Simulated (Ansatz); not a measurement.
**SnO: band-structure calculation (part 2 of 2)**

The same run, continued: SnO (4 atoms in the cell); DFT, PBE0, plane waves, PAW, no spin polarisation (Ansatz 0.2.0); cutoff 420 eV, 6×4×4 k-mesh, fixed occupations. The structure derives from a Materials Project entry. The geometry comes from this level: r2scan-rvv10.

Geometry of the input (Å; fractional positions):
```
3.3031  0.0000  0.0000
0.0000  5.7577  0.0000
0.0000  0.0000  4.0008
Sn 0.0000  0.2294  0.5173
Sn 0.5000  0.7706  0.0173
O  0.0000  0.8935  0.7327
O  0.5000  0.1065  0.2327
```

Output, continued:
```
  k-point 1: bands = ["-16.2377", "-15.9181", "-15.6640", "-15.6632", "-15.6428", "-15.6223", "-15.5317", "-15.5311", "-15.4943", "-15.4904", "-13.8477", "-12.3397", "-1.3060", "0.2900", "2.0094", "2.5939", "2.8762", "3.6266", "4.8478", "6.2756", "11.3601", "12.2831", "13.5402", "15.2756", "17.4636"]
  k-point 2: bands = ["-16.1092", "-16.1092", "-15.6583", "-15.6583", "-15.6404", "-15.6404", "-15.5109", "-15.5109", "-15.5095", "-15.5095", "-13.0611", "-13.0611", "-0.7587", "-0.7587", "2.9025", "2.9025", "3.1423", "3.1423", "5.1382", "5.1382", "11.3540", "11.3540", "14.4538", "14.4538", "17.4565"]
  k-point 35: bands = ["-16.2712", "-16.2712", "-15.6731", "-15.6731", "-15.5726", "-15.5726", "-15.5577", "-15.5577", "-15.4586", "-15.4586", "-12.3563", "-12.3563", "-1.1794", "-1.1794", "2.0425", "2.0425", "2.8597", "2.8597", "6.6828", "6.6828", "11.0396", "11.0396", "13.0144", "13.0144", "15.3488"]
```

File bands.tsv:
```
# k_distance	band_0	band_1	band_2	band_3	band_4	band_5	band_6	band_7	band_8	band_9	band_10	band_11	band_12	band_13	band_14	band_15	band_16	band_17	band_18	band_19	band_20	band_21	band_22	band_23	band_24
# fermi_ev = 7.187178
# lock_threshold_ev = 1e-6
# [0, 0, 0] at k_distance = 0.000000
# [0.5, 0, 0] at k_distance = 0.951100
# [0.5, 0.5, 0] at k_distance = 1.496733
# [0, 0.5, 0] at k_distance = 2.447833
# [0, 0, 0.5] at k_distance = 3.404032
# [0.5, 0, 0.5] at k_distance = 4.355132
# [0.5, 0.5, 0.5] at k_distance = 4.900765
# [0, 0.5, 0.5] at k_distance = 5.851865
# [0.398438, -0.5, 0] at k_distance = 7.395201
# levels_relative_to = fermi_ev
# free_energy_ev = -13189.320052
# largest_residual_norms_ev = 2.013e-4 1.896e-4 1.660e-4 1.666e-4 2.178e-4 2.223e-4 2.004e-4 2.243e-4 1.875e-4 1.876e-4 2.129e-4 2.481e-4 8.325e-4 8.820e-4 1.070e-3 1.144e-3 1.301e-3 1.213e-3 1.022e-3 9.804e-4 9.310e-4 1.373e-3 1.687e-3 1.755e-3 1.943e-3
0.000000	-23.467205	-22.999412	-22.866647	-22.849685	-22.819474	-22.784772	-22.729975	-22.726965	-22.670750	-22.670229	-21.409155	-19.240788	-8.555223	-6.581580	-4.989026	-4.831807	-4.685945	-3.388104	-2.895655	0.000000	4.663815	4.782014	7.972402	8.052895	10.312841
0.951100	-23.421965	-23.421965	-22.835960	-22.835960	-22.780121	-22.780121	-22.773204	-22.773204	-22.644269	-22.644269	-19.661880	-19.661880	-8.260568	-8.260568	-5.298002	-5.298002	-3.596076	-3.596076	-1.391732	-1.391732	4.048231	4.048231	7.688734	7.688734	9.006802
1.496733	-23.426262	-23.426262	-22.833417	-22.833417	-22.777368	-22.777368	-22.773124	-22.773124	-22.640938	-22.640938	-19.665725	-19.665725	-8.381990	-8.381990	-5.141142	-5.141142	-3.617505	-3.617505	-1.087427	-1.087427	3.407455	3.407455	8.465168	8.465168	9.202741
2.447833	-23.459232	-23.004292	-22.860176	-22.846857	-22.821956	-22.790289	-22.721968	-22.715927	-22.683041	-22.678871	-21.397338	-19.259046	-9.170485	-5.229109	-5.155806	-4.804697	-4.396636	-3.409796	-2.361928	-2.017142	5.006822	6.054008	7.007380	7.045254	9.083126
3.404032	-23.296418	-23.296418	-22.845443	-22.845443	-22.827571	-22.827571	-22.698093	-22.698093	-22.696656	-22.696656	-20.248275	-20.248275	-7.945829	-7.945829	-4.284697	-4.284697	-4.044831	-4.044831	-2.048936	-2.048936	4.166823	4.166823	7.266624	7.266624	10.269293
4.355132	-23.467488	-23.467488	-22.864373	-22.864373	-22.751488	-22.751488	-22.741532	-22.741532	-22.642234	-22.642234	-19.546720	-19.546720	-8.389256	-8.389256	-5.030532	-5.030532	-4.097530	-4.097530	-1.133155	-1.133155	3.552650	3.552650	6.233333	6.233333	9.122098
4.900765	-23.458401	-23.458401	-22.860240	-22.860240	-22.759814	-22.759814	-22.744885	-22.744885	-22.645733	-22.645733	-19.543509	-19.543509	-8.366597	-8.366597	-5.144693	-5.144693	-4.327507	-4.327507	-0.504400	-0.504400	3.852467	3.852467	5.827227	5.827227	8.161581
5.851865	-23.297119	-23.297119	-22.847432	-22.847432	-22.829159	-22.829159	-22.694779	-22.694779	-22.694641	-22.694641	-20.244301	-20.244301	-8.202769	-8.202769	-4.041916	-4.041916	-3.828314	-3.828314	-1.783089	-1.783089	3.341930	3.341930	7.892011	7.892011	10.132813
7.395201	-23.455506	-23.352371	-22.837894	-22.831938	-22.785453	-22.783543	-22.773350	-22.764542	-22.653018	-22.647830	-20.065412	-19.385945	-8.764391	-7.736011	-5.383536	-4.934345	-3.962497	-3.419448	-1.557594	-0.672138	2.725187	4.786224	7.521156	8.254974	9.458601
```

File rho_z.tsv:
```
# z_ang	rho[e/angstrom^3]
# format = ansatz-planar-average/11
# lattice	3.303114836	0.000000000	0.000000000
# lattice	0.000000000	5.757704900	0.000000000
# lattice	0.000000000	0.000000000	4.000807151
# sites	4
# site	50	0.000000000	1.321059518	2.069477234
# site	50	1.651557418	4.436645382	0.069073658
# site	8	0.000000000	5.144704775	2.931535706
# site	8	1.651557418	0.613000125	0.931132130
0.000000	7.222820e-1
0.148178	7.334064e-1
0.296356	6.609626e-1
0.444534	5.697789e-1
0.592712	5.177566e-1
0.740890	5.036506e-1
0.889068	4.932350e-1
1.037246	4.628139e-1
1.185424	4.102612e-1
1.333602	3.600671e-1
1.481780	3.564446e-1
1.629958	4.262472e-1
1.778137	5.529396e-1
1.926315	6.805155e-1
2.074493	7.404633e-1
2.222671	7.043929e-1
2.370849	6.129731e-1
2.519027	5.375215e-1
2.667205	5.080045e-1
2.815383	4.999530e-1
2.963561	4.811904e-1
3.111739	4.384758e-1
3.259917	3.822313e-1
3.408095	3.498569e-1
3.556273	3.821385e-1
3.704451	4.852200e-1
3.852629	6.211607e-1
```

File v_z.tsv:
```
# z_ang	v_es[eV]	v_tot[eV]
# format = ansatz-planar-average/11
# xc	pbe0
# density_cutoff_ev	1680
# datasets	Sn=:simpson_from_first_knot:soft:fock:shift=0	O=:simpson_from_first_knot:soft:fock:shift=0
# lattice	3.303114836	0.000000000	0.000000000
# lattice	0.000000000	5.757704900	0.000000000
# lattice	0.000000000	0.000000000	4.000807151
# sites	4
# site	50	0.000000000	1.321059518	2.069477234
# site	50	1.651557418	4.436645382	0.069073658
# site	8	0.000000000	5.144704775	2.931535706
# site	8	1.651557418	0.613000125	0.931132130
0.000000	9.087792e0	1.006246e0
0.148178	8.996778e0	7.734295e-1
0.296356	8.135386e0	-6.880275e-2
0.444534	6.633697e0	-1.489718e0
0.592712	5.303520e0	-2.697610e0
0.740890	4.531358e0	-3.309410e0
0.889068	4.476505e0	-3.213261e0
1.037246	4.848732e0	-2.716620e0
1.185424	5.229762e0	-2.227464e0
1.333602	5.628921e0	-1.767509e0
1.481780	6.417917e0	-9.896124e-1
1.629958	7.458809e0	-5.328643e-2
1.778137	8.299008e0	5.843638e-1
1.926315	8.922881e0	9.604907e-1
2.074493	9.119410e0	9.452814e-1
2.222671	8.678143e0	4.497678e-1
2.370849	7.414453e0	-7.528434e-1
2.519027	5.910214e0	-2.158809e0
2.667205	4.835043e0	-3.087709e0
2.815383	4.417529e0	-3.344241e0
2.963561	4.643815e0	-2.981345e0
3.111739	5.048497e0	-2.459935e0
3.259917	5.406859e0	-2.011418e0
3.408095	5.959397e0	-1.433139e0
3.556273	6.947349e0	-4.985713e-1
3.704451	7.906282e0	3.020989e-1
3.852629	8.646802e0	8.106484e-1
```

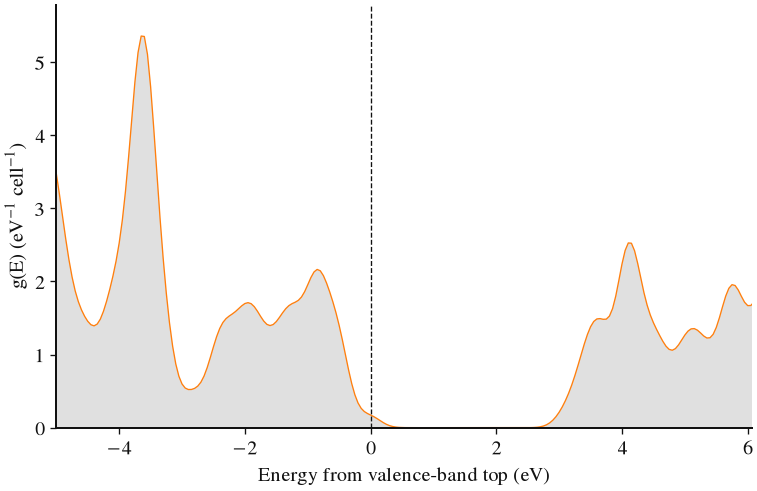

Fig. 1: Density of states (the curve is built from the levels of the k mesh with Gaussians 0.4 eV wide, which also blur the band edges), with energies from the valence-band top. There is a gap of 3.06 eV on the k-point mesh. Small ripples come from the finite k-point mesh.

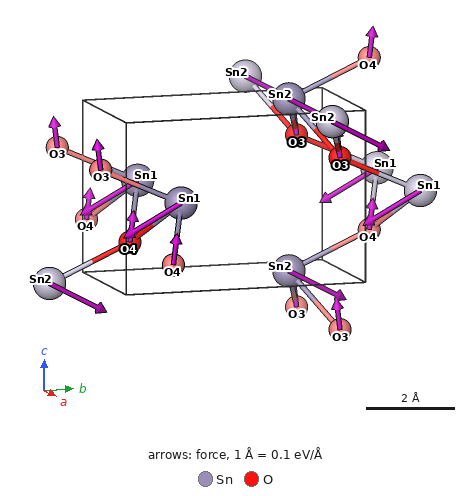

Fig. 2: Forces on the atoms as pink arrows (ball-and-stick view of the cell of the calculation, seen slightly off an axis; neighbours outside the cell are drawn fainter; atoms are numbered from 1 in the order of the input). The largest act on Sn1, Sn2 (0.16 eV/Å); O3, O4 (0.08 eV/Å). The geometry is not a stationary point of this energy.

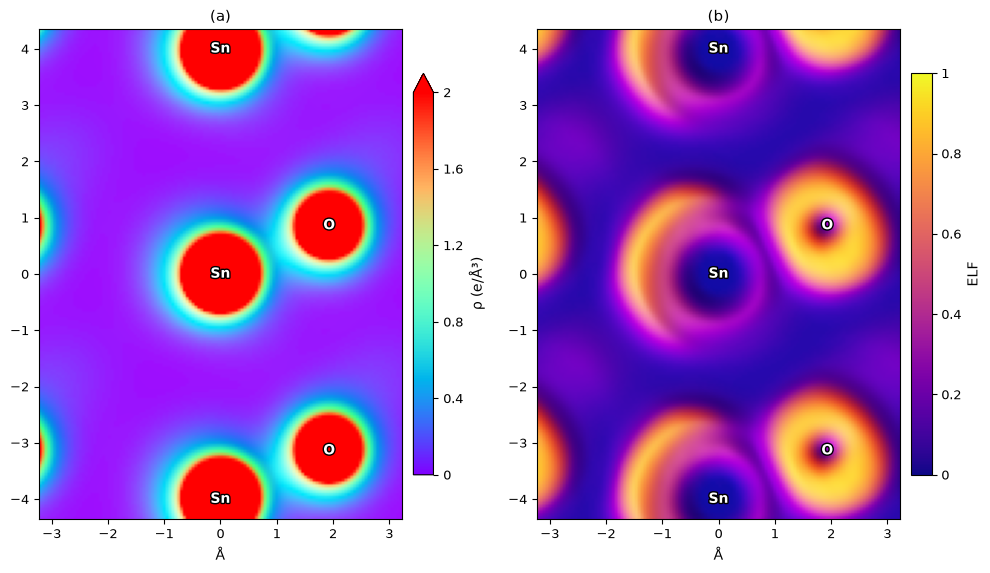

Fig. 3: (a) valence pseudo-density; (b) ELF on the (100) plane of the conventional cell. The section cuts through Sn and O sites. Sn–O (2.12 Å): ρ is about 0.58 e/Å³ halfway; the ELF is about 0.20 at the midpoint. Away from the nuclei the density in this plane falls to 0.03 e/Å³ at its lowest. The fields are those of the smooth PAW valence density.

Key numbers:

| quantity | value |
| --- | --- |
| outcome | converged |
| space group (tolerance 0.01 Å) | Pmn2₁ (31) |
| electrons treated | 40 |
| free energy | −13189.3201 eV |
| Fermi energy | 7.187 eV |
| gap on the k-point mesh | 3.06 eV |
| pressure | 0.58 GPa |
| largest force (length of the vector) | 0.159 eV/Å |
| wall time | 2.3 min (CPU time 4.3 min) |
| peak memory | 1.9 GiB |

Notes:

Warnings of the run: the exchange loop's threshold is looser than advised for the stress; the SCF threshold is looser than advised for the printed stress.
